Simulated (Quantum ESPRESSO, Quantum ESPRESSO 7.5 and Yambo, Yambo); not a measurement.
**CdS (Hawleyite): a self-consistent loop beyond G0W0, cycle by cycle**

How far does self-consistency move the gap of CdS (Hawleyite)?

Method: PBE and many-body steps on it, plane waves, in Quantum ESPRESSO 7.5 and Yambo 5.3.0.

**What was measured.**

- Gap 2.42 eV: optical gap from inflexion point of photoacoustic spectrum, as-grown film; photoacoustic spectroscopy; film (as-grown chemical bath deposited film, about 0.25 um thick, deposited at 80 C) (“Study of the band--gap shift in CdS films: Influence of thermal annealing in different atmospheres”, 1995, arxiv:cond-mat/9501125).

Most raw output is cut from this account.

**1. Starting point**

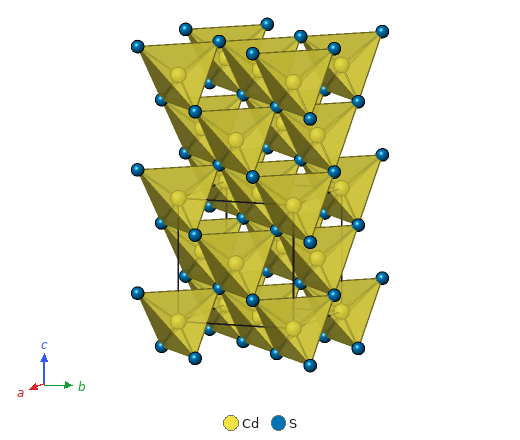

Start, viewed slightly off an axis; cadmium yellow, sulfur blue. 1×1×2 cells are drawn. This picture shows the conventional cell, with its axes. Some periodic images of atoms are drawn too.

The cell and positions come from the Crystallography Open Database and are kept as given unless a step says otherwise.

**2. Empty states on the mesh, 4×4×4 mesh, 125 bands**

This step: Quantum ESPRESSO 7.5; DFT, PBE, plane waves, norm-conserving pseudopotentials.

The sums over transitions need many empty states on a uniform mesh; this step solves for them.

Input file pw.in:

```
&control
  calculation = 'nscf'
  prefix = 'x'
  outdir = 'o'
  pseudo_dir = 'pseudo'
/
&system
  ibrav = 0
  nat = 2
  ntyp = 2
  ecutwfc = 94.0
  nbnd = 125
  force_symmorphic = .true.
/
&electrons
  conv_thr = 1e-9
  electron_maxstep = 80
  diago_full_acc = .true.
  diago_thr_init = 5e-6
/
ATOMIC_SPECIES
  Cd 112.41 Cd.upf
  S 32.06 S.upf
CELL_PARAMETERS angstrom
  -0.0000000000 2.9165000000 2.9165000000
  2.9165000000 -0.0000000000 2.9165000000
  2.9165000000 2.9165000000 -0.0000000000
ATOMIC_POSITIONS crystal
  Cd 0.0000000000 0.0000000000 0.0000000000
  S 0.2500000000 0.2500000000 0.2500000000
K_POINTS automatic
  4 4 4 0 0 0
```

Run with:

```
$ OMP_NUM_THREADS=1 mpirun -n 4 pw.x -nk 4 -in pw.in > pw.out
```

Wall time 14 s (4 MPI ranks of Arm Neoverse V1, shared host); peak memory 0.43 GiB; 56 s of CPU time.

This step gave:

```yaml
gap: 1.145 eV
k_of_the_valence_top: 0, 0, 0
k_of_the_conduction_bottom: 0, 0, 0
least_direct_gap: 1.145 eV
k_points_computed: 8
lowest_point_of_the_top_converged_band_above_the_valence_top: 89.8717 eV
```

On this mesh the gap is 1.145 eV.

The density comes from a self-consistent run that is not shown.

**3. Conversion and set-up**

This step: Yambo 5.3.0; conversion and set-up on PBE, plane waves, norm-conserving pseudopotentials.

The states are converted to the many-body program's format and the q mesh is built.

Run with:

```
$ (cd o/x.save; p2y > p2y.log; mv SAVE ../..); yambo > setup.log
```

Run time: 2.9 s. Hardware: 1 MPI rank; peak memory 0.25 GiB.

**4. G0W0**

G0W0 replaces the xc potential by the self-energy, built once from these orbitals. Only a window of levels is corrected, while the sums run over the empty bands that the input names.

This step: G0W0 on PBE, plane waves, norm-conserving pseudopotentials.

Input file gw1.in:

```
HF_and_locXC
gw0
dyson
ppa
em1d
rim_cut
RandQpts= 1000000
RandGvec= 1 RL
EXXRLvcs= 94 Ry
VXCRLvcs= 376 Ry
Chimod= "HARTREE"
% BndsRnXp
 1 | 125 |
%
NGsBlkXp= 12 Ry
% LongDrXp
 1 | 1 | 1 |
%
% GbndRnge
 1 | 125 |
%
DysSolver= "n"
ExtendOut
PPAPntXp= 27.21138 eV
% QPkrange
 1 | 8 | 5 | 17 |
%
```

Run with:

```
$ OMP_NUM_THREADS=1 mpirun -n 4 yambo -F gw1.in -J gw1 -C gw1 > gw1.log
```

Elapsed: 13 min, on 4 MPI ranks; peak memory 2.1 GiB; 50 min of CPU time.

Numbers from this step:

```yaml
g0w0_gap_on_the_mesh: 2.129 eV
starting_gap_on_the_mesh: 1.145 eV
k_of_the_valence_top: 0, 0, 0
k_of_the_conduction_bottom: 0, 0, 0
least_direct_g0w0_gap_on_the_computed_points: 2.129 eV
z_at_the_valence_top: 0.7863
z_at_the_conduction_bottom: 0.8158
```

The gap on the mesh goes from 1.14 eV to 2.13 eV, a correction of +0.98 eV.

**5. evGW0, cycle 1**

This step: evGW0 on PBE, plane waves, norm-conserving pseudopotentials.

gw2.in, as its differences from gw1.in of step 4:

```diff
@@ -27 +27,2 @@
 %
+GfnQPdb= "E < ./gw1/ndb.QP"
```

Run with:

```
$ OMP_NUM_THREADS=1 mpirun -n 4 yambo -F gw2.in -J gw2,gw1_W -C gw2 > gw2.log
```

Elapsed: 11 min, on 4 MPI ranks; peak memory 2 GiB.

Numbers from this step:

```
quasiparticle gap on the mesh                         : 2.237 eV
gap of the density functional on the mesh             : 1.145 eV
k of the valence top                                  : 0, 0, 0
k of the conduction bottom                            : 0, 0, 0
least direct quasiparticle gap on the computed points : 2.237 eV
Z at the valence top                                  : 0.7896
Z at the conduction bottom                            : 0.8265
```

Against G0W0 in Yambo (4×4×4 mesh, 125 bands, screening to 163.3 eV, Godby-Needs plasmon pole), the gap moves by +0.108 eV.

The program's own table gives 2.407 eV, which is too large where the input levels are shifted: this version takes Σc at the unshifted level E₀, yet steps from the shifted one. The value above is the Newton step from E₀, E₀ + Z(Σc + Σx − Vxc), rebuilt from the printed columns.

**6. evGW0, cycle 2**

The corrected levels of the last cycle go back in.

gw3.in, as its differences from gw2.in of step 5:

```diff
@@ -27,2 +27,2 @@
 %
-GfnQPdb= "E < ./gw1/ndb.QP"
+GfnQPdb= "E < ./gw2_fix/ndb.QP"
```

Run with:

```
$ OMP_NUM_THREADS=1 mpirun -n 4 yambo -F gw3.in -J gw3,gw1_W -C gw3 > gw3.log
```

Run time: 11 min. Hardware: 4 MPI ranks; peak memory 2 GiB; 46 min of CPU time.

Numbers from this step:

* quasiparticle gap on the mesh: 2.249 eV
* gap of the density functional on the mesh: 1.145 eV
* k of the valence top: 0, 0, 0
* k of the conduction bottom: 0, 0, 0
* least direct quasiparticle gap on the computed points: 2.249 eV

Against the cycle before, the gap moves by +0.013 eV.

The program's own table gives 2.437 eV, which is too large where the input levels are shifted: this version takes Σc at the unshifted level E₀, yet steps from the shifted one. The value above is the Newton step from E₀, E₀ + Z(Σc + Σx − Vxc), rebuilt from the printed columns.

**7. evGW0, cycle 3**

gw4.in, as its differences from gw3.in of step 6:

```diff
@@ -27,2 +27,2 @@
 %
-GfnQPdb= "E < ./gw2_fix/ndb.QP"
+GfnQPdb= "E < ./gw3_fix/ndb.QP"
```

Run with:

```
$ OMP_NUM_THREADS=1 mpirun -n 4 yambo -F gw4.in -J gw4,gw1_W -C gw4 > gw4.log
```

Elapsed: 11 min, on 4 MPI ranks; peak memory 2 GiB; 45 min of CPU time.

Numbers from this step:

| Property | Result |
| --- | --- |
| quasiparticle gap on the mesh | 2.251 eV |
| gap of the density functional on the mesh | 1.145 eV |
| k of the valence top | 0, 0, 0 |
| k of the conduction bottom | 0, 0, 0 |
| least direct quasiparticle gap on the computed points | 2.251 eV |

Against the cycle before, the gap moves by +0.002 eV.

The program's own table gives 2.441 eV, which is too large where the input levels are shifted: this version takes Σc at the unshifted level E₀, yet steps from the shifted one. The value above is the Newton step from E₀, E₀ + Z(Σc + Σx − Vxc), rebuilt from the printed columns.

**8. evGW, cycle 1**

This step: evGW on PBE, plane waves, norm-conserving pseudopotentials.

gw5.in, as its differences from gw4.in of step 7:

```diff
@@ -27,2 +27,3 @@
 %
-GfnQPdb= "E < ./gw3_fix/ndb.QP"
+GfnQPdb= "E < ./gw1/ndb.QP"
+XfnQPdb= "E < ./gw1/ndb.QP"
```

Run with:

```
$ OMP_NUM_THREADS=1 mpirun -n 4 yambo -F gw5.in -J gw5 -C gw5 > gw5.log
```

Run time: 12 min. Hardware: 4 MPI ranks; peak memory 2.1 GiB.

This step gave:

| Property | Result |
| --- | --- |
| quasiparticle gap on the mesh | 2.424 eV |
| gap of the density functional on the mesh | 1.145 eV |
| k of the valence top | 0, 0, 0 |
| k of the conduction bottom | 0, 0, 0 |
| least direct quasiparticle gap on the computed points | 2.424 eV |

Against G0W0 in Yambo (4×4×4 mesh, 125 bands, screening to 163.3 eV, Godby-Needs plasmon pole), the gap moves by +0.295 eV.

The program's own table gives 2.582 eV, which is too large where the input levels are shifted: this version takes Σc at the unshifted level E₀, yet steps from the shifted one. The value above is the Newton step from E₀, E₀ + Z(Σc + Σx − Vxc), rebuilt from the printed columns.

**9. evGW, cycle 2**

gw6.in, as its differences from gw5.in of step 8:

```diff
@@ -27,3 +27,3 @@
 %
-GfnQPdb= "E < ./gw1/ndb.QP"
-XfnQPdb= "E < ./gw1/ndb.QP"
+GfnQPdb= "E < ./gw5_fix/ndb.QP"
+XfnQPdb= "E < ./gw5_fix/ndb.QP"
```

Run with:

```
$ OMP_NUM_THREADS=1 mpirun -n 4 yambo -F gw6.in -J gw6 -C gw6 > gw6.log
```

Wall time 13 min (4 MPI ranks); peak memory 2.1 GiB; 51 min of CPU time.

This step gave:

| Property | Result |
| --- | --- |
| quasiparticle gap on the mesh | 2.510 eV |
| gap of the density functional on the mesh | 1.145 eV |
| k of the valence top | 0, 0, 0 |
| k of the conduction bottom | 0, 0, 0 |
| least direct quasiparticle gap on the computed points | 2.510 eV |

Against the cycle before, the gap moves by +0.087 eV.

The program's own table gives 2.707 eV, which is too large where the input levels are shifted: this version takes Σc at the unshifted level E₀, yet steps from the shifted one. The value above is the Newton step from E₀, E₀ + Z(Σc + Σx − Vxc), rebuilt from the printed columns.

**10. evGW, cycle 3**

gw7.in, as its differences from gw6.in of step 9:

```diff
@@ -27,3 +27,3 @@
 %
-GfnQPdb= "E < ./gw5_fix/ndb.QP"
-XfnQPdb= "E < ./gw5_fix/ndb.QP"
+GfnQPdb= "E < ./gw6_fix/ndb.QP"
+XfnQPdb= "E < ./gw6_fix/ndb.QP"
```

Run with:

```
$ OMP_NUM_THREADS=1 mpirun -n 4 yambo -F gw7.in -J gw7 -C gw7 > gw7.log
```

Elapsed: 13 min, on 4 MPI ranks; peak memory 2.1 GiB; 50 min of CPU time.

This step gave:

| Quantity | Value |
| --- | --- |
| quasiparticle gap on the mesh | 2.538 eV |
| gap of the density functional on the mesh | 1.145 eV |
| k of the valence top | 0, 0, 0 |
| k of the conduction bottom | 0, 0, 0 |
| least direct quasiparticle gap on the computed points | 2.538 eV |

Against the cycle before, the gap moves by +0.027 eV.

The program's own table gives 2.745 eV, which is too large where the input levels are shifted: this version takes Σc at the unshifted level E₀, yet steps from the shifted one. The value above is the Newton step from E₀, E₀ + Z(Σc + Σx − Vxc), rebuilt from the printed columns.

**11. evGW, cycle 4**

gw8.in, as its differences from gw7.in of step 10:

```diff
@@ -27,3 +27,3 @@
 %
-GfnQPdb= "E < ./gw6_fix/ndb.QP"
-XfnQPdb= "E < ./gw6_fix/ndb.QP"
+GfnQPdb= "E < ./gw7_fix/ndb.QP"
+XfnQPdb= "E < ./gw7_fix/ndb.QP"
```

Run with:

```
$ OMP_NUM_THREADS=1 mpirun -n 4 yambo -F gw8.in -J gw8 -C gw8 > gw8.log
```

Run time: 13 min. Hardware: 4 MPI ranks; peak memory 2.1 GiB.

This step gave:

* quasiparticle gap on the mesh: 2.546 eV
* gap of the density functional on the mesh: 1.145 eV
* k of the valence top: 0, 0, 0
* k of the conduction bottom: 0, 0, 0
* least direct quasiparticle gap on the computed points: 2.546 eV

Against the cycle before, the gap moves by +0.008 eV.

The program's own table gives 2.757 eV, which is too large where the input levels are shifted: this version takes Σc at the unshifted level E₀, yet steps from the shifted one. The value above is the Newton step from E₀, E₀ + Z(Σc + Σx − Vxc), rebuilt from the printed columns.

**12. Side by side**

Times are wall times on 4 MPI ranks of Arm Neoverse V1, shared host, good to a factor of about two.

| run | mesh | bands | screening cutoff (eV) | DFT gap (eV) | gap on the mesh (eV) | direct (eV) | time |
| --- | --- | --- | --- | --- | --- | --- | --- |
| G0W0 | 4×4×4 | 125 | 163.3 | 1.145 | 2.129 | 2.129 | 13 min |
| evGW0, cycle 1 | 4×4×4 | 125 | 163.3 | 1.145 | 2.237 | 2.237 | 11 min |
| evGW0, cycle 2 | 4×4×4 | 125 | 163.3 | 1.145 | 2.249 | 2.249 | 11 min |
| evGW0, cycle 3 | 4×4×4 | 125 | 163.3 | 1.145 | 2.251 | 2.251 | 11 min |
| evGW, cycle 1 | 4×4×4 | 125 | 163.3 | 1.145 | 2.424 | 2.424 | 12 min |
| evGW, cycle 2 | 4×4×4 | 125 | 163.3 | 1.145 | 2.510 | 2.510 | 13 min |
| evGW, cycle 3 | 4×4×4 | 125 | 163.3 | 1.145 | 2.538 | 2.538 | 13 min |
| evGW, cycle 4 | 4×4×4 | 125 | 163.3 | 1.145 | 2.546 | 2.546 | 13 min |

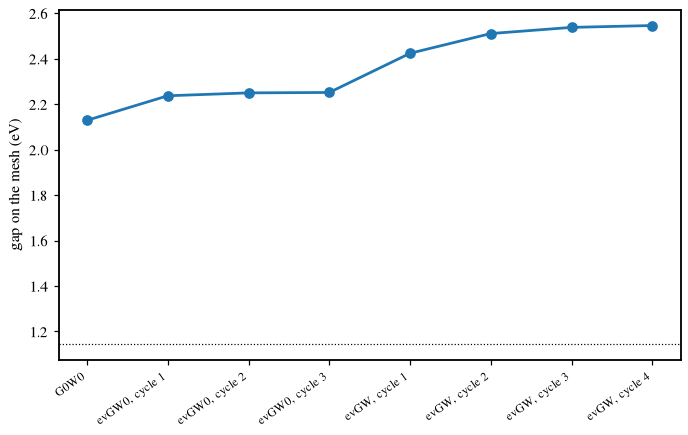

The gap through the cycles; the dotted line is the starting gap.

**13. Summary of results**

* G0W0: 2.129 eV
* evGW0, cycle 1: 2.237 eV
* evGW0, cycle 2: 2.249 eV
* evGW0, cycle 3: 2.251 eV
* evGW, cycle 1: 2.424 eV
* evGW, cycle 2: 2.510 eV
* evGW, cycle 3: 2.538 eV
* evGW, cycle 4: 2.546 eV
* known limits: not at the basis limit; no spin-orbit coupling; coarse k mesh

evGW0 ends at 2.25 eV, +0.12 eV from G0W0, after 3 cycles that took 34 min beside the first screening; the last moved the gap by 0.002 eV. evGW ends at 2.55 eV, +0.42 eV from G0W0, after 4 cycles that took 50 min beside the first screening; the last moved the gap by 0.008 eV. Against experiment, by evGW, cycle 4: the gap of 2.55 eV lies +0.13 eV from the measured 2.42 eV (optical, 1995). An exciton line or allowed optical edge lies below the quasiparticle gap by the binding energy; a forbidden edge can push the onset above it. These are gaps on the mesh, at modest bands and cutoff. The calculation has static nuclei and no excitons; a measured gap holds zero-point and thermal motion, which mostly lowers it. Bands and cutoff are finite, so the gap is not at the basis limit. The miss can reach some tenths of an eV and take either sign; the mesh is an error of its own. The 4×4×4 mesh is coarse for this cell, which bears on the long-range parts of exchange and screening. The many-body steps are scalar-relativistic: spin-orbit coupling is not in them.

[Paths, hosts, dates, memory and timing lines, banners, echoed tables and standing remarks are left out of the program output.]

[Logs are printed without paths, hosts, clocks, repeated set-up lines and the standing remarks that a program may print on its own settings, such as how far it seeks lower states.]

[Runs of the session that timed out or met a known fault of the program may be left out.]

[Hosts, paths, dates, database ids (printed as entryN), source tags and the programs' standing remarks are cut or masked in the printed files.]
